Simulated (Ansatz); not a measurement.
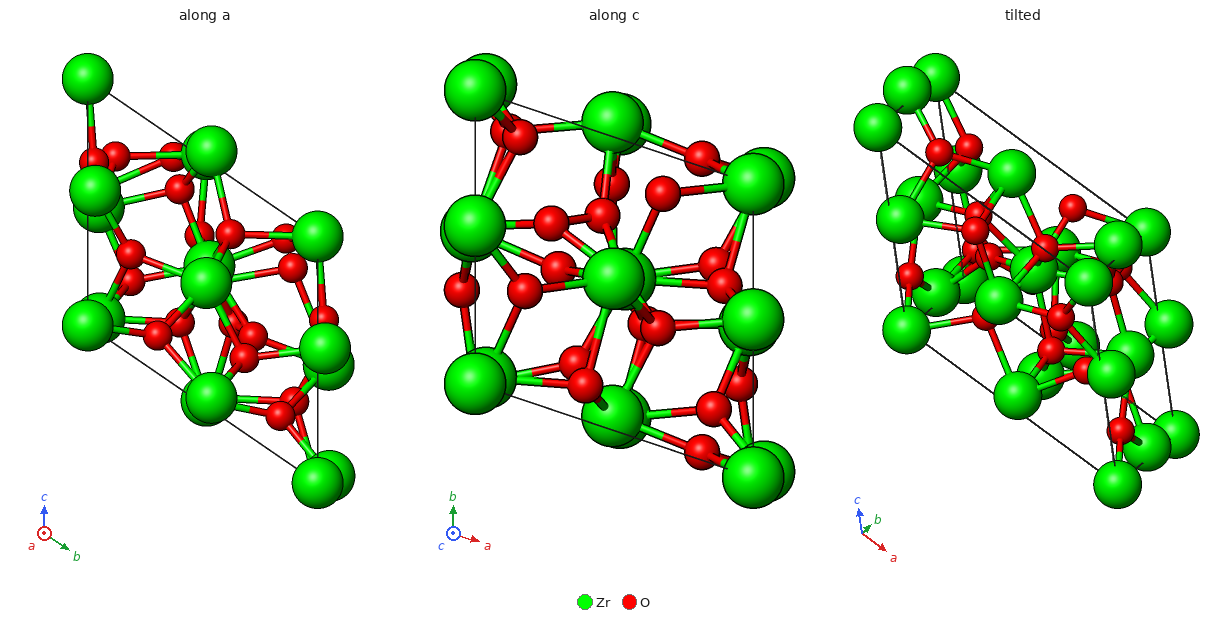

Structure drawing (ball-and-stick), viewed along the a axis, along the c axis and slightly off an axis. The box is the simulation cell; atoms on or close to its faces, edges and corners are drawn wherever they repeat. Cell: a = 7.242 Å, b = 7.242 Å, c = 7.357 Å, α = 119.48°, β = 119.48°, γ = 90.00°.

This is Zr8O17. No point symmetry survives, so the space group is P1. Atoms per cell: 25 (8 Zr, 17 O).

The model was built from a structure listed in the Materials Project, repeated into a supercell with a point defect put in. The cell was then strained or its atoms displaced on purpose. Ansatz was used for an electronic-structure calculation on it.
